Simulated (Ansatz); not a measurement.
Single-point calculation of Ga$_{22}$Al$_{10}$As$_{32}$ (part 2 of 2)

The same run, continued: Ga$_{22}$Al$_{10}$As$_{32}$ (P1, 64 atoms in the cell); DFT, HSE06 with spin-orbit coupling, PAW, plane waves (Ansatz 0.2.0); cutoff 420 eV, 1×1×1 k-mesh, Fermi–Dirac smearing of 0.01 eV. The structure was built on a prototype by a generator; it need not be a known phase.

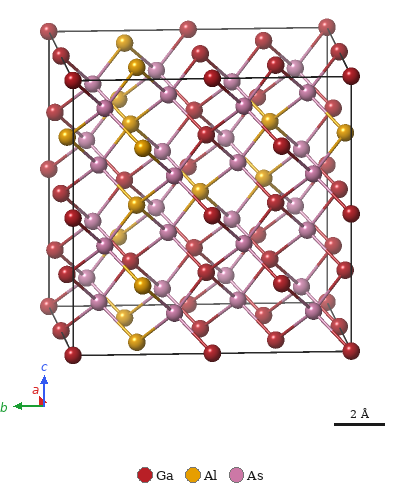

*The input geometry (ball-and-stick view of the cell of the calculation, seen at an oblique angle).*

```
hybrid outer 2: dexx = +2.915e-5 eV, tail = 6.46e-7 eV, Δε = 2.48e-3 eV (about 8.02e-5 eV left of the loop's levels), ΔF = 3.51e-3 eV/Å (tail 9.67e-4)
NSCF: frozen V_eff on 1 k-points
hybrid SCF converged: 2 outer / 15 inner (+10 warm-up), last move |dexx| = 2.92e-5 eV, tail = 6.46e-7 eV
Magnetization: |M| = 0.0000 μB,  M = (+0.0000, +0.0000, +0.0000) μB
Absolute magnetization: 0.0000 μB (∫|m|)
  site 0: m = (+0.0000, +0.0000, +0.0000) μB, |m| = 0.0000 μB  (R = 1.01 Å)
  site 1: m = (+0.0000, +0.0000, +0.0000) μB, |m| = 0.0000 μB  (R = 1.01 Å)
  site 2: m = (+0.0000, +0.0000, +0.0000) μB, |m| = 0.0000 μB  (R = 1.01 Å)
  site 3: m = (+0.0000, +0.0000, +0.0000) μB, |m| = 0.0000 μB  (R = 1.01 Å)
  site 4: m = (+0.0000, +0.0000, +0.0000) μB, |m| = 0.0000 μB  (R = 1.01 Å)
  site 5: m = (+0.0000, +0.0000, +0.0000) μB, |m| = 0.0000 μB  (R = 1.01 Å)
  site 6: m = (+0.0000, +0.0000, +0.0000) μB, |m| = 0.0000 μB  (R = 1.01 Å)
  site 7: m = (+0.0000, +0.0000, +0.0000) μB, |m| = 0.0000 μB  (R = 1.01 Å)
  site 8: m = (+0.0000, +0.0000, +0.0000) μB, |m| = 0.0000 μB  (R = 1.01 Å)
  site 9: m = (+0.0000, +0.0000, +0.0000) μB, |m| = 0.0000 μB  (R = 1.01 Å)
  site 10: m = (+0.0000, +0.0000, +0.0000) μB, |m| = 0.0000 μB  (R = 1.01 Å)
  site 11: m = (+0.0000, +0.0000, +0.0000) μB, |m| = 0.0000 μB  (R = 1.01 Å)
  site 12: m = (+0.0000, +0.0000, +0.0000) μB, |m| = 0.0000 μB  (R = 1.01 Å)
  site 13: m = (+0.0000, +0.0000, +0.0000) μB, |m| = 0.0000 μB  (R = 1.01 Å)
  site 14: m = (+0.0000, +0.0000, +0.0000) μB, |m| = 0.0000 μB  (R = 1.01 Å)
  site 15: m = (+0.0000, +0.0000, +0.0000) μB, |m| = 0.0000 μB  (R = 1.01 Å)
  site 16: m = (+0.0000, +0.0000, +0.0000) μB, |m| = 0.0000 μB  (R = 1.01 Å)
  site 17: m = (+0.0000, +0.0000, +0.0000) μB, |m| = 0.0000 μB  (R = 1.01 Å)
  site 18: m = (+0.0000, +0.0000, +0.0000) μB, |m| = 0.0000 μB  (R = 1.01 Å)
  site 19: m = (+0.0000, +0.0000, +0.0000) μB, |m| = 0.0000 μB  (R = 1.01 Å)
  site 20: m = (+0.0000, +0.0000, +0.0000) μB, |m| = 0.0000 μB  (R = 1.01 Å)
  site 21: m = (+0.0000, +0.0000, +0.0000) μB, |m| = 0.0000 μB  (R = 1.01 Å)
  site 22: m = (+0.0000, +0.0000, +0.0000) μB, |m| = 0.0000 μB  (R = 1.01 Å)
  site 23: m = (+0.0000, +0.0000, +0.0000) μB, |m| = 0.0000 μB  (R = 1.01 Å)
  site 24: m = (+0.0000, +0.0000, +0.0000) μB, |m| = 0.0000 μB  (R = 1.01 Å)
  site 25: m = (+0.0000, +0.0000, +0.0000) μB, |m| = 0.0000 μB  (R = 1.01 Å)
  site 26: m = (+0.0000, +0.0000, +0.0000) μB, |m| = 0.0000 μB  (R = 1.01 Å)
  site 27: m = (+0.0000, +0.0000, +0.0000) μB, |m| = 0.0000 μB  (R = 1.01 Å)
  site 28: m = (+0.0000, +0.0000, +0.0000) μB, |m| = 0.0000 μB  (R = 1.01 Å)
  site 29: m = (+0.0000, +0.0000, +0.0000) μB, |m| = 0.0000 μB  (R = 1.01 Å)
  site 30: m = (+0.0000, +0.0000, +0.0000) μB, |m| = 0.0000 μB  (R = 1.01 Å)
  site 31: m = (+0.0000, +0.0000, +0.0000) μB, |m| = 0.0000 μB  (R = 1.01 Å)
  site 32: m = (+0.0000, +0.0000, +0.0000) μB, |m| = 0.0000 μB  (R = 1.01 Å)
  site 33: m = (+0.0000, +0.0000, +0.0000) μB, |m| = 0.0000 μB  (R = 1.01 Å)
  site 34: m = (+0.0000, +0.0000, +0.0000) μB, |m| = 0.0000 μB  (R = 1.01 Å)
  site 35: m = (+0.0000, +0.0000, +0.0000) μB, |m| = 0.0000 μB  (R = 1.01 Å)
  site 36: m = (+0.0000, +0.0000, +0.0000) μB, |m| = 0.0000 μB  (R = 1.01 Å)
  site 37: m = (+0.0000, +0.0000, +0.0000) μB, |m| = 0.0000 μB  (R = 1.01 Å)
  site 38: m = (+0.0000, +0.0000, +0.0000) μB, |m| = 0.0000 μB  (R = 1.01 Å)
  site 39: m = (+0.0000, +0.0000, +0.0000) μB, |m| = 0.0000 μB  (R = 1.01 Å)
  site 40: m = (+0.0000, +0.0000, +0.0000) μB, |m| = 0.0000 μB  (R = 1.01 Å)
  site 41: m = (+0.0000, +0.0000, +0.0000) μB, |m| = 0.0000 μB  (R = 1.01 Å)
  site 42: m = (+0.0000, +0.0000, +0.0000) μB, |m| = 0.0000 μB  (R = 1.01 Å)
  site 43: m = (+0.0000, +0.0000, +0.0000) μB, |m| = 0.0000 μB  (R = 1.01 Å)
  site 44: m = (+0.0000, +0.0000, +0.0000) μB, |m| = 0.0000 μB  (R = 1.01 Å)
  site 45: m = (+0.0000, +0.0000, +0.0000) μB, |m| = 0.0000 μB  (R = 1.01 Å)
  site 46: m = (+0.0000, +0.0000, +0.0000) μB, |m| = 0.0000 μB  (R = 1.01 Å)
  site 47: m = (+0.0000, +0.0000, +0.0000) μB, |m| = 0.0000 μB  (R = 1.01 Å)
  site 48: m = (+0.0000, +0.0000, +0.0000) μB, |m| = 0.0000 μB  (R = 1.01 Å)
  site 49: m = (+0.0000, +0.0000, +0.0000) μB, |m| = 0.0000 μB  (R = 1.01 Å)
  site 50: m = (+0.0000, +0.0000, +0.0000) μB, |m| = 0.0000 μB  (R = 1.01 Å)
  site 51: m = (+0.0000, +0.0000, +0.0000) μB, |m| = 0.0000 μB  (R = 1.01 Å)
  site 52: m = (+0.0000, +0.0000, +0.0000) μB, |m| = 0.0000 μB  (R = 1.01 Å)
  site 53: m = (+0.0000, +0.0000, +0.0000) μB, |m| = 0.0000 μB  (R = 1.01 Å)
  site 54: m = (+0.0000, +0.0000, +0.0000) μB, |m| = 0.0000 μB  (R = 1.01 Å)
  site 55: m = (+0.0000, +0.0000, +0.0000) μB, |m| = 0.0000 μB  (R = 1.01 Å)
  site 56: m = (+0.0000, +0.0000, +0.0000) μB, |m| = 0.0000 μB  (R = 1.01 Å)
  site 57: m = (+0.0000, +0.0000, +0.0000) μB, |m| = 0.0000 μB  (R = 1.01 Å)
  site 58: m = (+0.0000, +0.0000, +0.0000) μB, |m| = 0.0000 μB  (R = 1.01 Å)
  site 59: m = (+0.0000, +0.0000, +0.0000) μB, |m| = 0.0000 μB  (R = 1.01 Å)
  site 60: m = (+0.0000, +0.0000, +0.0000) μB, |m| = 0.0000 μB  (R = 1.01 Å)
  site 61: m = (+0.0000, +0.0000, +0.0000) μB, |m| = 0.0000 μB  (R = 1.01 Å)
  site 62: m = (+0.0000, +0.0000, +0.0000) μB, |m| = 0.0000 μB  (R = 1.01 Å)
  site 63: m = (+0.0000, +0.0000, +0.0000) μB, |m| = 0.0000 μB  (R = 1.01 Å)
Free energy (F): -244036.490858 eV
Harris-Foulkes:  -244036.490858 eV  (|F-HF|=4.89e-8)
Internal energy: -244036.490858 eV  (E = F + TS)
E sigma→0 (E₀):  -244036.490858 eV
Fermi energy:    8.112078 eV
--- Per-component energies (eV) ---
  E_band       = -11735.041896
  E_kinetic    = 6061.878722
  E_local      = -113649.790243  (includes V_loc(G=0)·N_el)
  E_nonlocal   = -11970.130491
  E_hartree    = 57962.524557
  E_xc         = -3590.120257
  E_vxc        = -3293.817925  (∫ρ·V_xc dr)
  E_exx        = -3056.091668  (= α·E_x^exact, valence–valence)
  E_paw        = -105017.437508  (= ΣΔE_a)
  E_vpaw       = 1303.942059  (= ΣTr[D̂ρ^β])
  E_aug_tail   = -0.002896  (compensation charges beyond the density's cutoff)
  E_ewald      = -70755.060773
  E_core_change = -22.260387  (= ΣΔE_core)
  E_smearing   = -0.000000  (= −TS)
  E_closure    = 0.000085  (closes the sum)
  Σ components = -244036.490858   (vs F -244036.490858, Δ=-5.82e-11)
--- Forces (eV/Å), atoms counted from 1 ---
  atom   1  Ga    -0.01852286    -0.00558181    -0.01273174
  atom   2  Ga    -0.00481267    -0.00328281    -0.00379380
  atom   3  Ga    -0.00118626     0.00668552     0.00566600
  atom   4  Ga     0.00716106     0.00300885    -0.00880995
  atom   5  Ga    -0.02699051    -0.01492442    -0.01857233
  atom   6  Ga    -0.00720421     0.00957363    -0.00376076
  atom   7  Ga    -0.00020889    -0.00191299    -0.00397169
  atom   8  Ga    -0.01354239    -0.01271346    -0.01421964
  atom   9  Ga     0.01808288     0.00292636    -0.00161284
  atom  10  Ga    -0.01499779    -0.01396562    -0.00966244
  atom  11  Ga    -0.00212391    -0.01662775     0.00001528
  atom  12  Ga    -0.01747916    -0.01413122    -0.01273529
  atom  13  Ga     0.00188718     0.00303391     0.01560083
  atom  14  Ga     0.01187248     0.01116520     0.00322725
  atom  15  Ga    -0.01110476     0.00328041    -0.00023978
  atom  16  Ga    -0.01698878    -0.01287595    -0.01173883
  atom  17  Ga     0.00395757     0.00874305    -0.00622461
  atom  18  Ga    -0.00918147    -0.00870484    -0.01625665
  atom  19  Ga    -0.00260176     0.00011720    -0.00553031
  atom  20  Ga    -0.00978976    -0.01542222    -0.01530875
  atom  21  Ga     0.00728207     0.00328372     0.01299841
  atom  22  Ga    -0.01497242    -0.01003469    -0.00642459
  atom  23  Al     0.00935385     0.01851666     0.01488911
  atom  24  Al     0.00910181     0.00268884     0.01170708
  atom  25  Al     0.01542377     0.00545580     0.01955526
  atom  26  Al     0.01774814     0.00712777     0.00424987
  atom  27  Al     0.01990201     0.00364272     0.02143373
  atom  28  Al     0.01296815     0.00889289    -0.00038349
  atom  29  Al     0.02969984     0.00044978     0.01198235
  atom  30  Al     0.01603781     0.01687071     0.00976195
  atom  31  Al     0.01516385     0.01258697     0.00139550
  atom  32  Al     0.01847182    -0.00447039     0.01251697
  atom  33  As     0.00976539     0.01486364     0.01007321
  atom  34  As     0.02450056    -0.03885397     0.03980155
  atom  35  As    -0.02702120     0.06122955    -0.03371935
  atom  36  As    -0.03987215     0.06145168    -0.01151662
  atom  37  As     0.01045726     0.01385928     0.00350574
  atom  38  As    -0.01910444     0.06496677    -0.02507891
  atom  39  As     0.03585032     0.03450633    -0.05765435
  atom  40  As    -0.07631725     0.01599724     0.00786845
  atom  41  As     0.00270728     0.00891671     0.00739485
  atom  42  As     0.05091038    -0.03238441    -0.01995255
  atom  43  As    -0.00273457    -0.00979919    -0.00797797
  atom  44  As    -0.04175107    -0.05228126     0.03322319
  atom  45  As     0.00744295     0.00722298     0.01017238
  atom  46  As    -0.02350887    -0.02354432    -0.01174349
  atom  47  As     0.01490557    -0.06277331     0.01557114
  atom  48  As     0.03655282    -0.04831183     0.02845629
  atom  49  As     0.00891243     0.00475586     0.00487411
  atom  50  As     0.01665817     0.01083702    -0.05763353
  atom  51  As    -0.03271183    -0.01785225     0.04474555
  atom  52  As    -0.02986724     0.05550300    -0.03190318
  atom  53  As    -0.04464330     0.02276063     0.03954474
  atom  54  As     0.01580999     0.01186347     0.01376649
  atom  55  As     0.01764062     0.03789449    -0.04466468
  atom  56  As    -0.01270444     0.05817484    -0.01288921
  atom  57  As     0.00513882     0.00072654     0.00157838
  atom  58  As     0.01244110     0.00892137     0.01540382
  atom  59  As     0.00750068    -0.06724683     0.01040361
  atom  60  As     0.04466255    -0.04532280    -0.04364422
  atom  61  As    -0.02883341    -0.03160100     0.06525973
  atom  62  As    -0.01623656    -0.01460685    -0.00274036
  atom  63  As     0.01366671     0.01249183     0.00607300
  atom  64  As     0.01738576    -0.05583966     0.01016694
  max |Σ_I F_I| component: 2.13e-4 eV/Å
--- Band table (eV) ---
  k-point 0: bands = ["-31.6039", "-31.6039", "-31.6034", "-31.6034", "-31.6031", "-31.6031", "-31.6030", "-31.6030", "-31.6012", "-31.6012", ... 746 levels left out ..., "5.9219", "5.9219", "5.9279", "5.9279", "5.9337", "5.9337", "5.9396", "5.9396", "5.9466", "5.9466", "5.9527", "5.9527", "5.9572", "5.9572", "5.9629", "5.9629", "5.9705", "5.9705", "5.9747", "5.9747", "5.9767", "5.9767", "5.9905", "5.9905", "5.9924", "5.9924", "6.1239", "6.1239", "6.1255",
      "6.1255", "6.1581", "6.1581", "6.1585", "6.1585", "6.9215", "6.9215", "7.2651", "7.2651", "7.2693", "7.2693", "8.9498", "8.9498", "9.0879", "9.0879", "9.1429", "9.1429", "9.2285", "9.2285", "9.2358", "9.2358", "9.2387", "9.2387", "9.3822", "9.3822", "9.4182", "9.4182", "9.5120", "9.5120", "9.7053", "9.7053", "9.8524", "9.8524", "9.9432", "9.9432", "9.9951", "9.9951", "10.0079", "10.0079", "10.0416",
      "10.0416", "10.0868", "10.0868", "10.1630", "10.1630", "10.7543", "10.7543", "10.7693", "10.7693", "10.7889", "10.7889", "10.7992", "10.7992", "10.8298", "10.8298", "10.8441", "10.8441", "10.9685", "10.9685", "10.9857", "10.9857", "10.9898", "10.9898", "11.0057", "11.0057", "11.1780", "11.1780", "11.1897", "11.1897", "11.3273", "11.3273", "11.3602", "11.3602", "11.4035", "11.4035", "11.4375", "11.4375", "11.5132", "11.5132", "11.5910",
      "11.5910", "11.7810", "11.7810", "11.9259", "11.9259", "11.9273", "11.9273", "12.3378", "12.3378", "12.3907", "12.3907", "12.4230", "12.4230", "12.4502", "12.4502", "12.5114", "12.5114", "12.5338", "12.5338", "12.5541", "12.5541", "12.5652", "12.5652", "12.5844", "12.5844", "12.5963", "12.5963", "12.6719", "12.6719", "12.6857", "12.6857", "12.7017", "12.7017", "12.7176", "12.7176", "12.8815", "12.8815", "12.9586", "12.9586", "13.0568",
      "13.0568", "13.1145", "13.1145", "13.2417", "13.2417", "13.3787", "13.3787", "13.5544", "13.5544", "13.5734", "13.5734", "13.5803", "13.5803", "13.6083", "13.6083", "13.6325", "13.6325", "13.6392", "13.6392", "13.6637", "13.6637", "13.6693", "13.6693", "13.6794", "13.6794", "13.7039", "13.7039", "13.7208", "13.7208", "13.7374", "13.7374", "13.7530", "13.7530", "13.7755", "13.7755", "13.7900", "13.7900", "13.7998", "13.7998", "13.8059",
      "13.8059", "13.8159", "13.8159", "13.8273", "13.8273", "13.8360", "13.8360", "13.8471", "13.8471", "13.8523", "13.8523"]
--- Löwdin populations: 64 sites ---
  site symbol       q [e]
     0     Ga     12.8750
     1     Ga     12.8758
     2     Ga     12.8768
     3     Ga     12.8765
     4     Ga     12.8756
     5     Ga     12.8757
     6     Ga     12.8765
     7     Ga     12.8797
     8     Ga     12.8780
     9     Ga     12.8800
    10     Ga     12.8775
    11     Ga     12.8776
    12     Ga     12.8767
    13     Ga     12.8744
    14     Ga     12.8781
    15     Ga     12.8754
    16     Ga     12.8762
    17     Ga     12.8746
    18     Ga     12.8801
    19     Ga     12.8795
    20     Ga     12.8793
    21     Ga     12.8774
    22     Al      2.5616
    23     Al      2.5620
    24     Al      2.5615
    25     Al      2.5637
    26     Al      2.5634
    27     Al      2.5612
    28     Al      2.5631
    29     Al      2.5625
    30     Al      2.5628
    31     Al      2.5617
    32     As     15.0742
    33     As     15.1554
    34     As     15.2372
    35     As     15.2366
    36     As     15.0741
    37     As     15.2372
    38     As     15.1556
    39     As     15.2370
    40     As     15.0731
    41     As     15.2376
    42     As     15.1557
    43     As     15.3171
    44     As     15.0747
    45     As     15.1548
    46     As     15.2367
    47     As     15.1556
    48     As     15.0753
    49     As     15.2368
    50     As     15.2363
    51     As     15.2379
    52     As     15.1551
    53     As     15.0750
    54     As     15.1569
    55     As     15.2359
    56     As     15.0747
    57     As     15.0730
    58     As     15.2371
    59     As     15.3184
    60     As     15.2376
    61     As     15.1561
    62     As     15.0737
    63     As     15.2366
  spilling = 0.001823 (of n_electrons = 796.000000)
```

### Summary

| quantity | value |
| --- | --- |
| outcome | converged |
| space group (tolerance 0.01 Å) | P1 (1) |
| electrons treated | 796 |
| free energy | −244036.4909 eV |
| Fermi energy | 8.112 eV |
| largest force (length of the vector) | 0.078 eV/Å |
| hardware | 1 × NVIDIA GB300 Max-Q, 32 threads of Arm Neoverse-V2, 180 GiB of memory available, shared host |
| wall time | 5.1 min (CPU time 46 min) |
| peak memory | 18 GiB |

### Remarks

The k-point mesh is coarse for a cell of this size, so the results may not be converged.
